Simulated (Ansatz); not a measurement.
**Geometry relaxation, with input and output: Sr₄Ti₄O₁₁ (charge +2) (part 2 of 2)**

Continued. System: Sr₄Ti₄O₁₁ (defect cell, 19 atoms in the cell, total charge +2). Method: DFT r2SCAN, scalar-relativistic, plane waves, PAW, no spin polarisation (Ansatz 0.2.0); cutoff 500 eV, 2×2×2 k-mesh, Gaussian smearing of 0.02 eV. The structure derives from a Materials Project entry. It belongs to a series of runs on one base structure; here: O on a O site beside a O vacancy, charge +2, atoms relaxed.

Geometry of the input (Å; fractional positions):
```
-3.9073  3.9073  3.9073
3.9073  -3.9073  3.9073
3.9073  3.9073  -3.9073
Sr 0.5000  0.0000  0.5000
Sr 0.0000  0.5000  0.5000
Sr 0.0000  0.0000  0.0000
Sr 0.5000  0.5000  0.0000
Ti 0.5000  0.5000  0.5000
Ti -0.0000  -0.0000  0.5000
Ti 0.0000  0.5000  -0.0000
Ti 0.5000  0.0000  0.0000
O  0.7500  0.5000  0.7500
O  0.2500  -0.0000  0.7500
O  0.2500  0.5000  0.2500
O  0.7500  0.0000  0.2500
O  0.7500  0.7500  0.5000
O  0.7500  0.2500  0.0000
O  0.2500  0.7500  -0.0000
O  0.5000  0.2500  0.2500
O  0.0000  0.7500  0.2500
O  -0.0000  0.2500  0.7500
O  0.5000  0.7500  0.7500
```

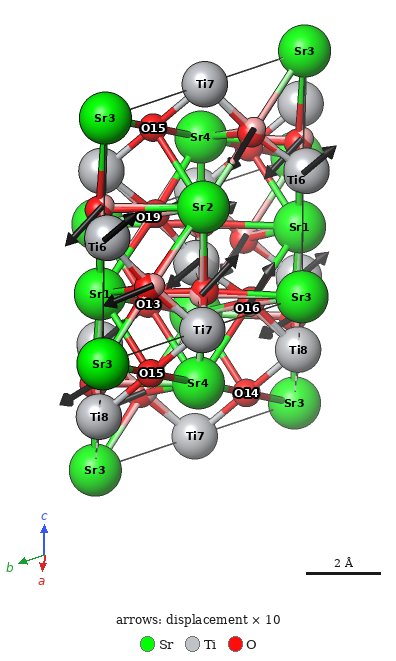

*Start (faint) and end (solid) with the displacements as black arrows, magnified 10 times (ball-and-stick view of the cell of the calculation, seen at an oblique angle).*

The energy falls by 85.7 meV per atom in 5 geometry steps. The largest force component goes from 5.1 to 0.018 eV/Å. The largest moves, 0.15 Å, are those of 8 atoms (O9, O10, O11, O12 and others). By element the largest moves are O 0.15 Å, Ti 0.13 Å, Sr 0.01 Å. The cell stays as it was. Among the contacts that change: Ti5–O13 1.954 → 1.826 Å, Sr1–O11 2.763 → 2.862 Å, Sr1–O10 2.763 → 2.668 Å, Ti7–O11 1.954 → 2.008 Å. Among the angles that change: O10–Ti6–O12 180.0° → 163.7°, Ti5–O16–Ti8 180.0° → 167.7°, O10–Ti8–O12 180.0° → 171.7°. (Atoms are counted from 1 in the order of the input.)

```
SCF converged after 2 iterations
Free energy (F): -30550.706062 eV
Harris-Foulkes:  -30550.706062 eV  (|F-HF|=3.39e-9)
Internal energy: -30550.706062 eV  (E = F + TS)
E sigma→0 (E₀):  -30550.706062 eV
Fermi energy:    10.514274 eV
--- Per-component energies (eV) ---
  E_band       = -1043.053998
  E_kinetic    = 3990.781294
  E_local      = -9583.761371  (includes V_loc(G=0)·N_el)
  E_nonlocal   = 1324.927693
  E_hartree    = 3372.837307
  E_xc         = -1831.190077
  E_vxc        = -2401.031184  (∫ρ·V_xc dr)
  E_paw        = -16833.045214  (= ΣΔE_a)
  E_vpaw       = -1268.213681  (= ΣTr[D̂ρ^β])
  E_aug_tail   = 0.011640  (compensation charges beyond the density's cutoff)
  E_vtau       = 148.555371  (kinetic-family band-sum trace: ∫τ·v_τ [+ j·A + Jᵃ·Aᵃ] dr)
  E_ewald      = -10989.318010
  E_core_change = -1.949325  (= ΣΔE_core)
  E_smearing   = -0.000000  (= −TS)
  E_closure    = -0.000000  (closes the sum)
  E_deformation_potential = 40.312533  (in the stress; not in F)
  Σ components = -30550.706062   (vs F -30550.706062, Δ=0.00e0)
--- Forces (eV/Å), atoms counted from 1 ---
  atom   1  Sr    -0.01533352     0.01533352    -0.00000000
  atom   2  Sr     0.01533352    -0.01533352     0.00000000
  atom   3  Sr    -0.01533352    -0.01533352     0.00000000
  atom   4  Sr     0.01533352     0.01533352    -0.00000000
  atom   5  Ti    -0.00000000    -0.00000000     0.01809882
  atom   6  Ti     0.00000000    -0.00000000    -0.01809882
  atom   7  Ti    -0.00000000    -0.00000000     0.00000000
  atom   8  Ti     0.00000000    -0.00000000     0.00000000
  atom   9  O     -0.00000000    -0.01204537     0.00122967
  atom  10  O      0.00000000    -0.01204537    -0.00122967
  atom  11  O     -0.00000000     0.01204537     0.00122967
  atom  12  O     -0.00000000     0.01204537    -0.00122967
  atom  13  O      0.00000000     0.00000000     0.00000000
  atom  14  O      0.00000000     0.00000000    -0.00000000
  atom  15  O     -0.00000000     0.00000000    -0.00000000
  atom  16  O      0.01204537    -0.00000000     0.00122967
  atom  17  O      0.01204537     0.00000000    -0.00122967
  atom  18  O     -0.01204537    -0.00000000    -0.00122967
  atom  19  O     -0.01204537     0.00000000     0.00122967
  max |Σ_I F_I| component: 8.67e-18 eV/Å
--- Band table (eV) ---
  k-point 0: bands = ["-49.5491", "-49.5491", "-49.4560", "-49.4541", "-24.9596", "-24.8626", "-24.7245", "-24.7245", "-24.7152", "-24.7148", "-24.7110", "-24.7109", "-24.6297", "-24.6297", "-24.6219", "-24.6219", "-23.9975", "-23.9968", "-23.9953", "-23.9953", "-9.5706", "-8.5576", "-8.5576", "-8.5359", "-8.4741", "-8.0525", "-7.9811", "-7.9811", "-7.9592", "-7.8354", "-7.8354", "-5.5748", "-5.5000", "-5.5000", "-5.4712", "-5.4301", "-5.3475", "-5.3475", "-5.3139", "-5.2046", "-5.1222", "-5.0563", "-5.0563", "4.5580", "5.1641", "5.1641", "5.2839", "5.5883", "5.6766", "5.6809", "5.6809", "5.8699", "6.0392", "6.0392", "6.0597", "6.1331", "6.1331", "6.2640", "6.4726", "6.5784", "6.6472", "6.7231", "6.7231", "6.8030", "7.2087", "7.2087", "8.0393", "8.1011", "8.1011", "8.2173", "8.5049", "8.5429", "8.5429", "8.5720", "8.7381", "8.8820", "12.3224", "12.3766", "12.3766", "12.6981", "12.8364", "12.8511", "12.8511", "12.9783", "13.1852", "13.2119", "13.4002", "13.4002", "13.7293", "13.8964", "15.6463", "15.6463", "15.9554", "15.9554", "16.4284"]
  k-point 1: bands = ["-49.5491", "-49.5491", "-49.4560", "-49.4541", "-24.9598", "-24.8625", "-24.7313", "-24.7313", "-24.7262", "-24.7228", "-24.7228", "-24.7225", "-24.6133", "-24.6133", "-24.6090", "-24.6090", "-24.0161", "-23.9932", "-23.9932", "-23.9834", "-9.5876", "-8.9537", "-8.7397", "-8.5169", "-8.0501", "-7.9410", "-7.9410", "-7.9064", "-7.8934", "-7.8934", "-7.8616", "-5.4846", "-5.4846", "-5.4612", "-5.4523", "-5.3801", "-5.3660", "-5.3660", "-5.3047", "-5.2187", "-5.2187", "-5.1237", "-5.0371", "4.5582", "4.8643", "4.9883", "5.0747", "5.1077", "5.1077", "5.1849", "5.3416", "5.9912", "6.0092", "6.0527", "6.0527", "6.4998", "6.4998", "6.6354", "6.6479", "6.6479", "6.9397", "7.1617", "7.1689", "7.1689", "7.3346", "7.5862", "7.6617", "7.6617", "7.9112", "8.3370", "8.3370", "8.3572", "8.3572", "8.9371", "8.9371", "9.3625", "11.6661", "12.2422", "12.2422", "12.9662", "12.9880", "12.9880", "13.1935", "13.2284", "13.2284", "13.4540", "13.5494", "13.8072", "13.8072", "13.9505", "13.9558", "14.8214", "14.8459", "15.6382", "16.4701"]
  k-point 2: bands = ["-49.5497", "-49.5484", "-49.4561", "-49.4540", "-24.9632", "-24.8587", "-24.7623", "-24.7319", "-24.7221", "-24.7169", "-24.7096", "-24.6857", "-24.6306", "-24.6209", "-24.6144", "-24.6081", "-24.0138", "-23.9952", "-23.9930", "-23.9836", "-9.5810", "-8.8639", "-8.8076", "-8.4681", "-8.0690", "-8.0471", "-7.9648", "-7.9292", "-7.9272", "-7.9034", "-7.7164", "-5.6231", "-5.5760", "-5.4450", "-5.3960", "-5.3520", "-5.3370", "-5.2953", "-5.2693", "-5.2629", "-5.2501", "-5.0760", "-5.0357", "4.5911", "4.8672", "5.0063", "5.0288", "5.0808", "5.1615", "5.5375", "5.5869", "5.8058", "5.9739", "6.0475", "6.0565", "6.0987", "6.2470", "6.4937", "6.6052", "6.6791", "6.9336", "6.9977", "7.1549", "7.6498", "7.6797", "7.7198", "7.8777", "7.9091", "7.9789", "8.0124", "8.0924", "8.4585", "8.4758", "8.7645", "8.8046", "9.0137", "11.8541", "12.0928", "12.2862", "12.5018", "12.5266", "12.6106", "13.1729", "13.2346", "13.3655", "13.5704", "13.6366", "13.6881", "13.8735", "14.0761", "14.6560", "15.0403", "15.5063", "15.9251", "16.3394"]
--- Relaxed structure (6 steps of the walk, 6 accepted, 0 SCFs on fresh bases) ---
  F+E_penalty+E_count = -30550.70606149 eV   max|allowed force component| = 1.809e-2 eV/Å
  atoms:
    - { symbol: Sr, position: [0.5008975782558113, -0.0008975782558112974, 0.5] }
    - { symbol: Sr, position: [-0.0008975782558112974, 0.5008975782558113, 0.5] }
    - { symbol: Sr, position: [-0.0008975782558112965, -0.0008975782558112983, -0.0017951565116225959] }
    - { symbol: Sr, position: [0.5008975782558113, 0.5008975782558113, 0.0017951565116225941] }
    - { symbol: Ti, position: [0.5163217380650809, 0.5163217380650809, 0.5] }
    - { symbol: Ti, position: [-0.016321738065080804, -0.016321738065080804, 0.5] }
    - { symbol: Ti, position: [0.0, 0.5, 0.0] }
    - { symbol: Ti, position: [0.5, 0.0, 0.0] }
    - { symbol: O, position: [0.7252507602652873, 0.4814966635213137, 0.7437540967439737] }
    - { symbol: O, position: [0.26225743322266004, 0.018503336478686266, 0.7437540967439737] }
    - { symbol: O, position: [0.23774256677733993, 0.4814966635213137, 0.25624590325602625] }
    - { symbol: O, position: [0.7747492397347124, 0.018503336478686266, 0.25624590325602625] }
    - { symbol: O, position: [0.75, 0.75, 0.5] }
    - { symbol: O, position: [0.75, 0.25, 0.0] }
    - { symbol: O, position: [0.25, 0.75, 0.0] }
    - { symbol: O, position: [0.4814966635213137, 0.23774256677733993, 0.25624590325602625] }
    - { symbol: O, position: [0.018503336478686266, 0.7747492397347124, 0.25624590325602625] }
    - { symbol: O, position: [0.018503336478686266, 0.26225743322266004, 0.7437540967439737] }
    - { symbol: O, position: [0.4814966635213137, 0.7252507602652873, 0.7437540967439737] }
```

## Trajectory as extended XYZ (Å, eV, eV/Å), 5 of the 6 frames kept, from step=1 to step=6
```
19
Lattice="-3.9073 3.9073 3.9073 3.9073 -3.9073 3.9073 3.9073 3.9073 -3.9073" Properties=species:S:1:pos:R:3:forces:R:3 step=1 energy=-30549.07855
Sr    0.0000    3.9073    0.0000   -0.8327   0.8327   0.0000
Sr    3.9073    0.0000    0.0000    0.8327  -0.8327   0.0000
Sr    0.0000    0.0000    0.0000   -0.8327  -0.8327   0.0000
Sr    0.0000    0.0000    3.9073    0.8327   0.8327   0.0000
Ti    1.9536    1.9536    1.9536    0.0000   0.0000   5.1396
Ti    1.9536    1.9536   -1.9536    0.0000   0.0000  -5.1396
Ti    1.9536   -1.9536    1.9536    0.0000   0.0000   0.0000
Ti   -1.9536    1.9536    1.9536    0.0000   0.0000   0.0000
O     1.9536    3.9073    1.9536    0.0000  -1.3780  -1.0617
O     1.9536    3.9073   -1.9536    0.0000  -1.3780   1.0617
O     1.9536    0.0000    1.9536    0.0000   1.3780  -1.0617
O    -1.9536    3.9073    1.9536    0.0000   1.3780   1.0617
O     1.9536    1.9536    3.9073    0.0000   0.0000   0.0000
O    -1.9536    1.9536    3.9073    0.0000   0.0000   0.0000
O     1.9536   -1.9536    3.9073    0.0000   0.0000   0.0000
O     0.0000    1.9536    1.9536    1.3780   0.0000  -1.0617
O     3.9073   -1.9536    1.9536    1.3780   0.0000   1.0617
O     3.9073    1.9536   -1.9536   -1.3780   0.0000   1.0617
O     3.9073    1.9536    1.9536   -1.3780   0.0000  -1.0617
19
Lattice="-3.9073 3.9073 3.9073 3.9073 -3.9073 3.9073 3.9073 3.9073 -3.9073" Properties=species:S:1:pos:R:3:forces:R:3 step=2 energy=-30550.07158
Sr   -0.1379    4.0452    0.0000    1.0740  -1.0740   0.0000
Sr    4.0452   -0.1379    0.0000   -1.0740   1.0740   0.0000
Sr   -0.1379   -0.1379    0.0000    1.0740   1.0740   0.0000
Sr    0.1379    0.1379    3.9073   -1.0740  -1.0740   0.0000
Ti    1.9536    1.9536    2.0647    0.0000   0.0000  -0.9237
Ti    1.9536    1.9536   -2.0647    0.0000   0.0000   0.9237
Ti    1.9536   -1.9536    1.9536    0.0000   0.0000   0.0000
Ti   -1.9536    1.9536    1.9536    0.0000   0.0000   0.0000
O     1.9536    3.8820    1.8793    0.0000  -0.7457  -0.1501
O     1.9536    3.8820   -1.8793    0.0000  -0.7457   0.1501
O     1.9536    0.0253    1.8793    0.0000   0.7457  -0.1501
O    -1.9536    3.9325    2.0280    0.0000   0.7457   0.1501
O     1.9536    1.9536    3.9073    0.0000   0.0000   0.0000
O    -1.9536    1.9536    3.9073    0.0000   0.0000   0.0000
O     1.9536   -1.9536    3.9073    0.0000   0.0000   0.0000
O     0.0253    1.9536    1.8793    0.7457   0.0000  -0.1501
O     3.9325   -1.9536    2.0280    0.7457   0.0000   0.1501
O     3.8820    1.9536   -1.8793   -0.7457   0.0000   0.1501
O     3.8820    1.9536    1.8793   -0.7457   0.0000  -0.1501
19
Lattice="-3.9073 3.9073 3.9073 3.9073 -3.9073 3.9073 3.9073 3.9073 -3.9073" Properties=species:S:1:pos:R:3:forces:R:3 step=3 energy=-30550.44820
Sr   -0.0815    3.9888    0.0000    0.4203  -0.4203   0.0000
Sr    3.9888   -0.0815    0.0000   -0.4203   0.4203   0.0000
Sr   -0.0815   -0.0815    0.0000    0.4203   0.4203   0.0000
Sr    0.0815    0.0815    3.9073   -0.4203  -0.4203   0.0000
Ti    1.9536    1.9536    2.0530    0.0000   0.0000   0.5880
Ti    1.9536    1.9536   -2.0530    0.0000   0.0000  -0.5880
Ti    1.9536   -1.9536    1.9536    0.0000   0.0000   0.0000
Ti   -1.9536    1.9536    1.9536    0.0000   0.0000   0.0000
O     1.9536    3.8692    1.8843    0.0000  -0.2084  -0.3562
O     1.9536    3.8692   -1.8843    0.0000  -0.2084   0.3562
O     1.9536    0.0381    1.8843    0.0000   0.2084  -0.3562
O    -1.9536    3.9454    2.0229    0.0000   0.2084   0.3562
O     1.9536    1.9536    3.9073    0.0000   0.0000   0.0000
O    -1.9536    1.9536    3.9073    0.0000   0.0000   0.0000
O     1.9536   -1.9536    3.9073    0.0000   0.0000   0.0000
O     0.0381    1.9536    1.8843    0.2084   0.0000  -0.3562
O     3.9454   -1.9536    2.0229    0.2084   0.0000   0.3562
O     3.8692    1.9536   -1.8843   -0.2084   0.0000   0.3562
O     3.8692    1.9536    1.8843   -0.2084   0.0000  -0.3562
19
Lattice="-3.9073 3.9073 3.9073 3.9073 -3.9073 3.9073 3.9073 3.9073 -3.9073" Properties=species:S:1:pos:R:3:forces:R:3 step=5 energy=-30550.70606
Sr   -0.0070    3.9143    0.0000   -0.0143   0.0143   0.0000
Sr    3.9143   -0.0070    0.0000    0.0143  -0.0143   0.0000
Sr   -0.0070   -0.0070    0.0000   -0.0143  -0.0143   0.0000
Sr    0.0070    0.0070    3.9073    0.0143   0.0143   0.0000
Ti    1.9536    1.9536    2.0812    0.0000   0.0000   0.0176
Ti    1.9536    1.9536   -2.0812    0.0000   0.0000  -0.0176
Ti    1.9536   -1.9536    1.9536    0.0000   0.0000   0.0000
Ti   -1.9536    1.9536    1.9536    0.0000   0.0000   0.0000
O     1.9536    3.8585    1.8090    0.0000  -0.0118   0.0012
O     1.9536    3.8585   -1.8090    0.0000  -0.0118  -0.0012
O     1.9536    0.0488    1.8090    0.0000   0.0118   0.0012
O    -1.9536    3.9561    2.0982    0.0000   0.0118  -0.0012
O     1.9536    1.9536    3.9073    0.0000   0.0000   0.0000
O    -1.9536    1.9536    3.9073    0.0000   0.0000   0.0000
O     1.9536   -1.9536    3.9073    0.0000   0.0000   0.0000
O     0.0488    1.9536    1.8090    0.0118   0.0000   0.0012
O     3.9561   -1.9536    2.0982    0.0118   0.0000  -0.0012
O     3.8585    1.9536   -1.8090   -0.0118   0.0000  -0.0012
O     3.8585    1.9536    1.8090   -0.0118   0.0000   0.0012
19
Lattice="-3.9073 3.9073 3.9073 3.9073 -3.9073 3.9073 3.9073 3.9073 -3.9073" Properties=species:S:1:pos:R:3:forces:R:3 step=6 energy=-30550.70606
Sr   -0.0070    3.9143    0.0000   -0.0153   0.0153   0.0000
Sr    3.9143   -0.0070    0.0000    0.0153  -0.0153   0.0000
Sr   -0.0070   -0.0070    0.0000   -0.0153  -0.0153   0.0000
Sr    0.0070    0.0070    3.9073    0.0153   0.0153   0.0000
Ti    1.9536    1.9536    2.0812    0.0000   0.0000   0.0181
Ti    1.9536    1.9536   -2.0812    0.0000   0.0000  -0.0181
Ti    1.9536   -1.9536    1.9536    0.0000   0.0000   0.0000
Ti   -1.9536    1.9536    1.9536    0.0000   0.0000   0.0000
O     1.9536    3.8585    1.8090    0.0000  -0.0120   0.0012
O     1.9536    3.8585   -1.8090    0.0000  -0.0120  -0.0012
O     1.9536    0.0488    1.8090    0.0000   0.0120   0.0012
O    -1.9536    3.9561    2.0982    0.0000   0.0120  -0.0012
O     1.9536    1.9536    3.9073    0.0000   0.0000   0.0000
O    -1.9536    1.9536    3.9073    0.0000   0.0000   0.0000
O     1.9536   -1.9536    3.9073    0.0000   0.0000   0.0000
O     0.0488    1.9536    1.8090    0.0120   0.0000   0.0012
O     3.9561   -1.9536    2.0982    0.0120   0.0000  -0.0012
O     3.8585    1.9536   -1.8090   -0.0120   0.0000  -0.0012
O     3.8585    1.9536    1.8090   -0.0120   0.0000   0.0012
```

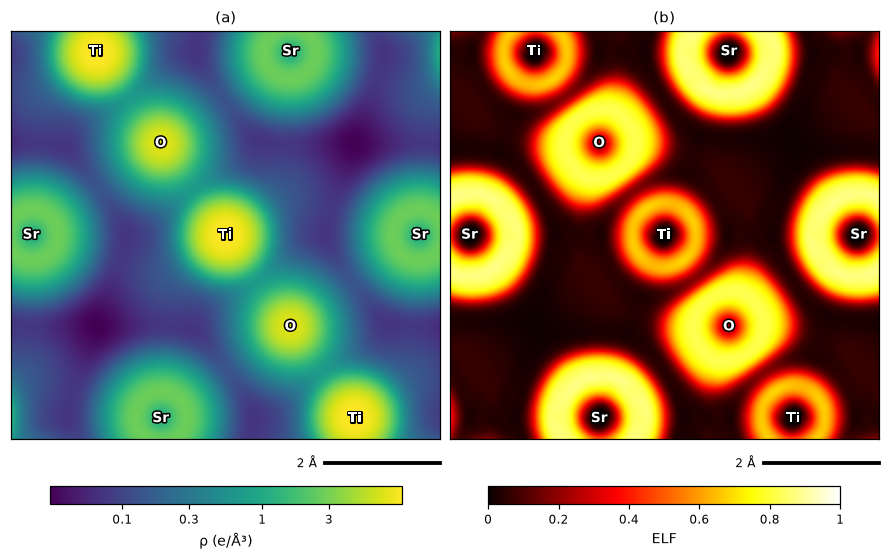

*(a) valence electron density; (b) electron localisation function on the (11̄0) plane of the calculation cell.*

The section cuts through Sr, Ti and O sites. Ti–O (1.95 Å): the density is about 0.7 e/Å³ at the midpoint; the ELF is about 0.20 at the midpoint. Away from the nuclei the density in this plane falls to 0.03 e/Å³ at its lowest. The strong features right at Sr and Ti lie inside the PAW spheres (semicore, d or f shells) and say nothing about bonding. Core electrons are frozen (PAW), so the fields are smoothed inside the atomic spheres.
